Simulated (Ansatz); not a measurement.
## Single-point calculation of Ta

- system: Ta (I4/mmm, 2 atoms in the cell)
- method: DFT r2SCAN, scalar-relativistic, plane waves, PAW, no spin polarisation (Ansatz 0.2.0)

The structure derives from a Materials Project entry. It belongs to a series of runs on one base structure; here: strain along c alone, the other axes held, atoms relaxed: +4.0 %. Figures and captions count atoms from 1; the log counts them from 0 in places.

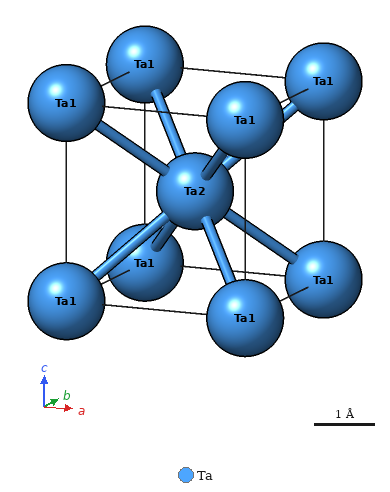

Figure 1. The structure (ball-and-stick view of the cell of the calculation, seen slightly off an axis; atoms are numbered from 1 in the order of the input). An atom can appear more than once, as a periodic image. Near neighbours in the periodic cell (some may lie outside the picture): Ta has 8 Ta at 2.90 Å.

## Summary

| quantity | value |
| --- | --- |
| outcome | converged |
| space group (tolerance 0.01 Å) | I4/mmm (139) |
| electrons treated | 26 |
| free energy | −19888.5991 eV |
| Fermi energy | 17.631 eV |
| gap on the k-point mesh | none (metallic) |
| pressure | −7.14 GPa |
| largest force (length of the vector) | under 0.001 eV/Å |
| hardware | 1 thread of AMD EPYC (Zen 3), 189 GiB of memory available, shared host |
| wall time | 73 s |
| peak memory | 0.59 GiB |

## Remarks

Spin–orbit coupling is left out, which matters for Ta. The cell is under a tension of 7.1 GPa at this level, so it is not at its equilibrium volume.

## Input file
```yaml
crystal:
  lattice:
    - [3.3046647258, 0.0, 0.0]
    - [0.0, 3.3046647258, 0.0]
    - [0.0, 0.0, 3.4368513148]
  atoms:
    - { symbol: Ta, position: [0.0, 0.0, 0.0] }
    - { symbol: Ta, position: [0.5, 0.5, 0.5] }
basis:
  ecutwfc: 500
kpoints:
  mp_grid: { grid: [16, 16, 16] }
hamiltonian:
  xc: r2scan
scf:
  occupations: { method: gaussian, width: 0.1 }
output:
  forces: true
  stress: true
  eigenvalues: true
  write_density: true
  write_potential: true
  elf: true
  volumetric_format: npy
```

Run as:
```bash
ansatz run input.yaml --threads 1 --pin off --max-ram 2560MiB --backend cpu --events-out ev --progress --plain --runs-dir out
```

## Output
```
Engine: ansatz 0.2.0, x86_64-unknown-linux-gnu
Pseudopotentials: kind: paw
Pseudopotential: Ta, paw, valence charge 13, recommended cutoff 500 eV (meta_gga), Ta.paw.azcp
Functional definition: r2SCAN
  parameter k0 = 0.174
  parameter k1 = 0.065
  parameter a1 = 4.9479
  exchange = r2scan_x(k0 = k0, k1 = k1, a1 = a1)
  correlation = r2scan_c
Crystal: 2 atoms, lattice volume = 37.533 Å³
Basis set: ecut = 500 eV, 957 PW (Γ), exchange–correlation on 100×100×108 points (64 copies of the dense FFT grid, shifted against one another)
Bands: 17, of which v1, the nominal top of the filled ones, is band 13 counted from 1 (12 counted from 0)
Symmetry: 32 space group operations
Space group: I4/mmm (ITA 139), of the structure as read, at distance tolerance 3.3e-5 Å
k-points: 405 of 4096
Non-local potential: Ta, projectors of the file, l = 0: 3, l = 1: 2, l = 2: 2, l = 3: 1
PAW form: soft (Blöchl's): semilocal exchange-correlation on the pseudo side does not see the compensation charge
PAW frozen core: Ta, regenerated for the run's functional (the file was generated under x = pbe(κ = 0.804, μ = 0.2195149727645171), c = pbe(β = 0.06672455060314922))
PAW one-centre angular grid: Ta, 590 points (default); XC on 160 Gauss nodes
Initial density: superposition of atomic densities (neutral atoms: chi_scale 0, normalization atom), corrected by the library's trained network
Initial wavefunctions: pseudopotential atomic-orbital guess
Functional: x = r2scan, c = r2scan; τ floored in thin density (d = 2e-4 eV/Å³)
SCF iter   1: F=—  HF=-19888.567761 eV  |F-HF|=—  |Δ(HF+E_count)|=         —  Δρ=5.96e-3  dr2=3.52e-3  dr2_τ=2.78e-2  ethr=1.77e-3  ⟨swp⟩=5.3  Hψ=33213  notcnv=0
preconditioner: auto → none  [metal: Δε(μ)=0.004 eV  Ē_g=5.055 eV  σ=0.100 eV  W_gap=0.02  n_scr=6 (ndim 8)  ℏωp=19.2 eV  f_vac=0.000  D(μ)=2.54/eV (n_scr^D=26)  sad-step TF]
SCF iter   2: F=—  HF=-19888.597111 eV  |F-HF|=—  |Δ(HF+E_count)|=   2.94e-2  Δρ=3.96e-3  dr2=1.93e-3  dr2_τ=5.80e-4  ethr=1.35e-5  ⟨swp⟩=2.0  Hψ=14503  notcnv=0
SCF iter   3: F=—  HF=-19888.599119 eV  |F-HF|=—  |Δ(HF+E_count)|=   2.01e-3  Δρ=3.84e-4  dr2=3.66e-5  dr2_τ=2.56e-5  ethr=7.43e-6  ⟨swp⟩=2.1  Hψ=11103  notcnv=0
SCF iter   4: F=—  HF=-19888.599131 eV  |F-HF|=—  |Δ(HF+E_count)|=   1.14e-5  Δρ=2.21e-4  dr2=5.47e-6  dr2_τ=2.41e-6  ethr=1.41e-7  ⟨swp⟩=2.4  Hψ=11439  notcnv=0
SCF iter   5: F=—  HF=-19888.599136 eV  |F-HF|=—  |Δ(HF+E_count)|=   5.18e-6  Δρ=2.97e-5  dr2=2.13e-7  dr2_τ=6.96e-8  ethr=2.10e-8  ⟨swp⟩=3.0  Hψ=12406  notcnv=0
SCF iter   6: F=-19888.599136 eV  HF=-19888.599136 eV  |F-HF|=1.85e-8  |Δ(HF+E_count)|=   3.52e-8  Δρ=1.17e-5  dr2=2.20e-8  dr2_τ=4.91e-9  ethr=3.85e-10  ⟨swp⟩=9.3  Hψ=42452  notcnv=0
SCF 1 converged in 6 iterations: F = -19888.599136 eV  dr2 = 2.20e-8
  greatest PAW one-centre occupation: 0.998 electrons in one spin orbital (limit 2), on the Ta atom at site 1 (counted from 0), in its partial waves of l = 0
```

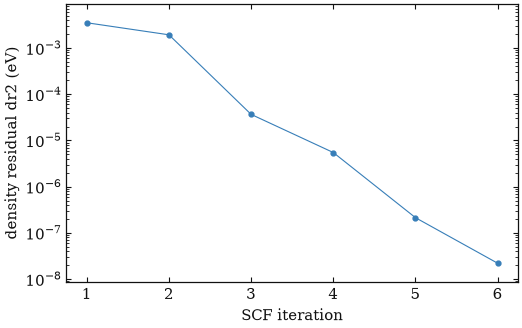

Figure 2. Convergence of the self-consistent field: density residual dr2 against the SCF iteration. The residual falls at every step.

```
SCF converged after 6 iterations
Free energy (F): -19888.599136 eV
Harris-Foulkes:  -19888.599136 eV  (|F-HF|=1.85e-8)
Internal energy: -19888.586545 eV  (E = F + TS)
E sigma→0 (E₀):  -19888.592840 eV
Entropy (-TS):   -0.012591 eV (-6.296 meV/atom)
Fermi energy:    17.630522 eV
--- Per-component energies (eV) ---
  E_band       = -256.131576
  E_kinetic    = 730.903976
  E_local      = -1141.920882  (includes V_loc(G=0)·N_el)
  E_nonlocal   = 29.034212
  E_hartree    = 393.185802
  E_xc         = -407.758674
  E_vxc        = -442.547486  (∫ρ·V_xc dr)
  E_paw        = -16845.471157  (= ΣΔE_a)
  E_vpaw       = -240.291465  (= ΣTr[D̂ρ^β])
  E_aug_tail   = 0.000160  (compensation charges beyond the density's cutoff)
  E_vtau       = 22.318107  (kinetic-family band-sum trace: ∫τ·v_τ [+ j·A + Jᵃ·Aᵃ] dr)
  E_ewald      = -2645.047422
  E_core_change = -1.512561  (= ΣΔE_core)
  E_smearing   = -0.012591  (= −TS)
  E_closure    = 0.000000  (closes the sum)
  Σ components = -19888.599136   (vs F -19888.599136, Δ=0.00e0)
--- Forces (eV/Å), atoms counted from 1 ---
  atom   1  Ta     0.00000000    -0.00000000    -0.00000000
  atom   2  Ta     0.00000000    -0.00000000    -0.00000000
  max |Σ_I F_I| component: 1.79e-29 eV/Å
--- Stress (GPa, compression-positive) ---
       -5.946846       0.000000       0.000000
        0.000000      -5.946846      -0.000000
        0.000000      -0.000000      -9.533235
  P = ⅓ Tr σ = -7.1423 GPa (-71.423 kbar)
--- Band table (eV; the first three rows and the last of 405) ---
  k-point 0: bands = ["-51.3911", "-51.2075", "-17.5157", "-17.4258", "-17.4258", "-16.7091", "-16.7041", "-16.7041", "9.4942", "13.8852", "13.9932", "18.3177", "18.3177", "18.8181", "21.4587", "22.1294", "24.3254"]
  k-point 1: bands = ["-51.3892", "-51.2091", "-17.5138", "-17.4188", "-17.4188", "-16.7233", "-16.7109", "-16.7109", "9.5764", "13.9403", "14.0383", "18.3147", "18.3147", "18.8564", "21.3161", "22.1627", "23.9621"]
  k-point 2: bands = ["-51.3835", "-51.2138", "-17.5078", "-17.3979", "-17.3979", "-16.7648", "-16.7310", "-16.7310", "9.8197", "14.0942", "14.1733", "18.3102", "18.3102", "18.9710", "20.9182", "22.2568", "23.0841"]
  k-point 404: bands = ["-51.2778", "-51.2778", "-17.2594", "-17.2594", "-17.2594", "-17.2594", "-17.2289", "-17.2289", "16.1803", "16.1803", "16.3893", "16.3893", "16.3893", "16.3893", "22.6082", "22.6082", "23.0209"]
```

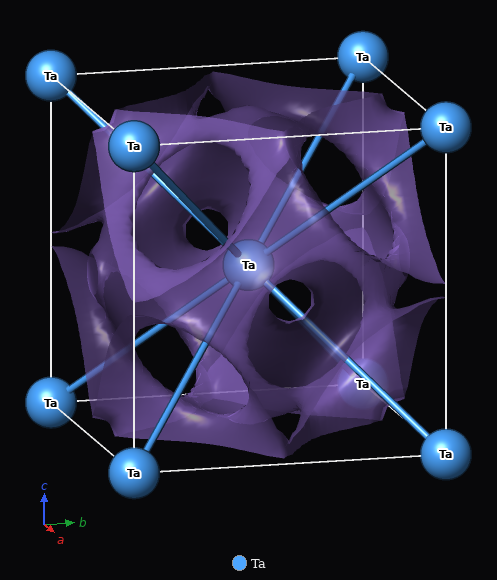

Figure 3. Isosurface of the electron localisation function at 0.45 (purple), seen slightly off an axis. Only the valence region is drawn (cores and ρ < 0.01 e/Å³ removed). Sticks mark near contacts. The outline is the cell set on symmetry axes. The ELF exceeds this value in one network that runs through the whole crystal, counted in one cell of 2 atoms. Profiles from the grid: Ta–Ta (2.90 Å): the ELF is about 0.30 at the midpoint (no localised pair between them). The fields are those of the smooth PAW valence density.

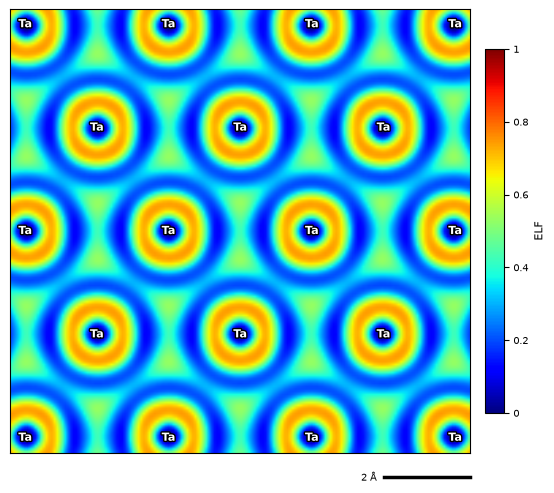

Figure 4. Electron localisation function on the (011) plane of the conventional cell. The section cuts through Ta sites. Ta–Ta (2.90 Å): the ELF is about 0.30 at the midpoint; no shared electron pair. The ELF has a maximum of about 0.55 in the space between the atoms. The strong features right at Ta lie inside the PAW spheres (semicore, d or f shells) and say nothing about bonding.
